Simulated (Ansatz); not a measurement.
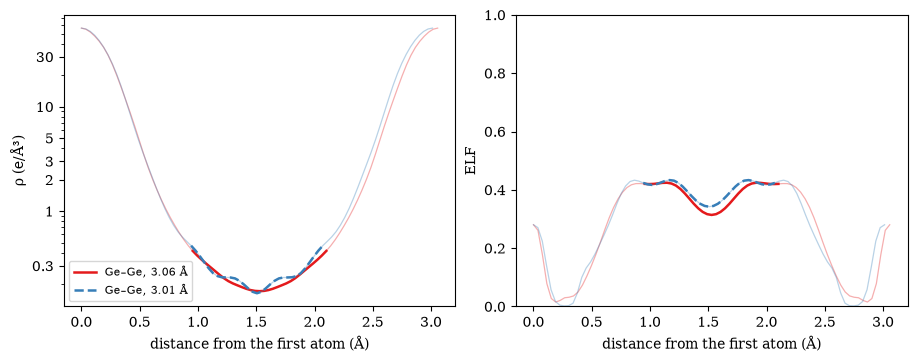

The picture shows: Ge. Valence electron density and electron localisation function along straight lines between neighbouring atoms. Thin, pale parts lie inside the atomic spheres.

Space group I4/mmm; a structure from a database of computed crystals, not necessarily the ambient phase; changed on purpose from its base cell (strain +0.030 along x and y, +0.000 along z, atoms carried along); computed pressure about −3 GPa in this cell.

All numbers below come from DFT PBE+D3(BJ), scalar-relativistic, plane waves, PAW (Ansatz 0.2.0).

Core electrons are frozen (PAW), and the valence fields are smoothed inside the atomic spheres.

Question: What can be read from the curves?

Answer: Ge–Ge (3.06 Å): ρ is about 0.17 e/Å³ halfway; the ELF is about 0.30 at the midpoint.
Ge–Ge (3.01 Å): the density is about 0.16 e/Å³ at the midpoint; the ELF is about 0.35 at the midpoint.
